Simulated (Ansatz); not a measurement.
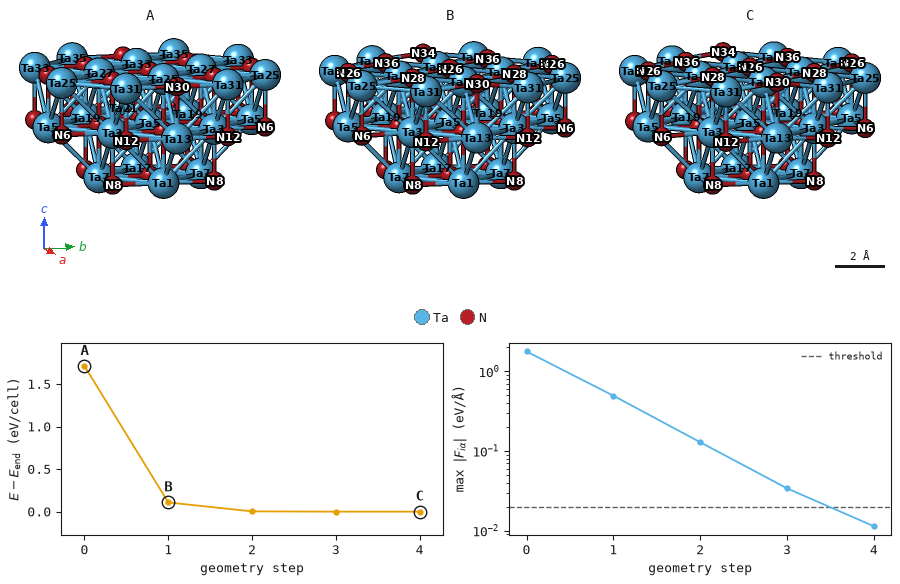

Frames of a constrained relaxation of a slab of composition TaN (cut from the Fm-3m phase), marked on the history of the run. The picture is a ball-and-stick view of the atoms within 5.8 Å of the atom that moves most (axes of the 1 × 2 repeat of the cell, outlined in the plane, without the vacuum (origin shifted)), seen slightly off an axis.

Case: flat (0 0 1) slab. 12 atoms are held fixed.

Method: DFT PBEsol, scalar-relativistic, plane waves, PAW in Ansatz 0.2.0.

Input file:
```yaml
crystal:
  lattice:
    - [13.1270682281, 0.0, 0.0]
    - [0.0, 4.3756894094, 0.0]
    - [0.0, 0.0, 18.5635341141]
  atoms:
    - { symbol: Ta, position: [0.1666666667, 0.0, 0.0808035793] }
    - { symbol: "N", position: [0.0, 0.0, 0.0808035793] }
    - { symbol: Ta, position: [0.1666666667, 0.5, 0.1986607012] }
    - { symbol: "N", position: [0.0, 0.5, 0.1986607012] }
    - { symbol: Ta, position: [0.0, 0.0, 0.1986607012] }
    - { symbol: "N", position: [0.1666666667, 0.0, 0.1986607012] }
    - { symbol: Ta, position: [0.0, 0.5, 0.0808035793] }
    - { symbol: "N", position: [0.1666666667, 0.5, 0.0808035793] }
    - { symbol: Ta, position: [0.5, 0.0, 0.0808035793] }
    - { symbol: "N", position: [0.3333333333, 0.0, 0.0808035793] }
    - { symbol: Ta, position: [0.5, 0.5, 0.1986607012] }
    - { symbol: "N", position: [0.3333333333, 0.5, 0.1986607012] }
    - { symbol: Ta, position: [0.3333333333, 0.0, 0.1986607012] }
    - { symbol: "N", position: [0.5, 0.0, 0.1986607012] }
    - { symbol: Ta, position: [0.3333333333, 0.5, 0.0808035793] }
    - { symbol: "N", position: [0.5, 0.5, 0.0808035793] }
    - { symbol: Ta, position: [0.8333333333, 0.0, 0.0808035793] }
    - { symbol: "N", position: [0.6666666667, 0.0, 0.0808035793] }
    - { symbol: Ta, position: [0.8333333333, 0.5, 0.1986607012] }
    - { symbol: "N", position: [0.6666666667, 0.5, 0.1986607012] }
    - { symbol: Ta, position: [0.6666666667, 0.0, 0.1986607012] }
    - { symbol: "N", position: [0.8333333333, 0.0, 0.1986607012] }
    - { symbol: Ta, position: [0.6666666667, 0.5, 0.0808035793] }
    - { symbol: "N", position: [0.8333333333, 0.5, 0.0808035793] }
    - { symbol: Ta, position: [0.1666666667, 0.0, 0.3165178232] }
    - { symbol: "N", position: [0.0, 0.0, 0.3165178232] }
    - { symbol: Ta, position: [0.0, 0.5, 0.3165178232] }
    - { symbol: "N", position: [0.1666666667, 0.5, 0.3165178232] }
    - { symbol: Ta, position: [0.5, 0.0, 0.3165178232] }
    - { symbol: "N", position: [0.3333333333, 0.0, 0.3165178232] }
    - { symbol: Ta, position: [0.3333333333, 0.5, 0.3165178232] }
    - { symbol: "N", position: [0.5, 0.5, 0.3165178232] }
    - { symbol: Ta, position: [0.8333333333, 0.0, 0.3165178232] }
    - { symbol: "N", position: [0.6666666667, 0.0, 0.3165178232] }
    - { symbol: Ta, position: [0.6666666667, 0.5, 0.3165178232] }
    - { symbol: "N", position: [0.8333333333, 0.5, 0.3165178232] }
basis:
  ecutwfc: 420
kpoints:
  mp_grid: { grid: [3, 8, 1] }
hamiltonian:
  xc: pbesol
scf:
  occupations: { method: gaussian, width: 0.1 }
output:
  forces: true
  eigenvalues: true
  populations: true
  write_density: true
  write_potential: true
  elf: true
  volumetric_format: npy
relax:
  adjacent_minimum: "off"
  f_tol: 0.02
  max_steps: 45
  constraints: [{ sites: [0, 1, 6, 7, 8, 9, 14, 15, 16, 17, 22, 23] }]
efield:
  axis: 3
  dipole_correction: true
  ramp_width: 0.04
```

Launched with:
```bash
ansatz run input.yaml --threads 4 --pin off --max-ram 11264MiB --backend cpu --events-out ev --progress --plain --runs-dir out
```

### Describe the path.

Over 4 geometry steps the energy falls by 1.712 eV per cell of the calculation. The largest force component goes from 1.8 to 0.011 eV/Å. The largest moves, 0.18 Å, are those of N26, N28, N30, N32, N34 and N36. N26 goes along the normal (+c). Largest moves by element: N 0.18 Å, Ta 0.13 Å. The cell stays as it was. Some distances before and after: Ta13–N30 2.188 → 2.330 Å, Ta13–Ta25 3.094 → 2.980 Å, N12–Ta31 2.188 → 2.123 Å, N2–Ta5 2.188 → 2.222 Å. Among the angles between lasting bonds that change: Ta25–N28–Ta25 180.0° → 164.0°, Ta3–N28–Ta25 90.0° → 82.0°, Ta3–N4–Ta19 180.0° → 174.8°. Cost: 7 min on 4 threads of Intel(R) Xeon(R) Platinum 8259CL CPU @ 2.50GHz (Skylake/Cascade Lake), on a shared host, peak memory 4.5 GiB. From step 0 to 1: Ta atoms move most (0.13 Å), energy −1.604 eV per cell of the calculation. From step 1 to 4: N atoms move most (0.06 Å), energy −0.108 eV per cell of the calculation.

```tsv
step	E − E(0), meV/atom	largest force component, eV/Å
0	0.00	1.7794
1	-44.55	0.4951
2	-47.46	0.1288
3	-47.55	0.0339
4	-47.56	0.0113
```
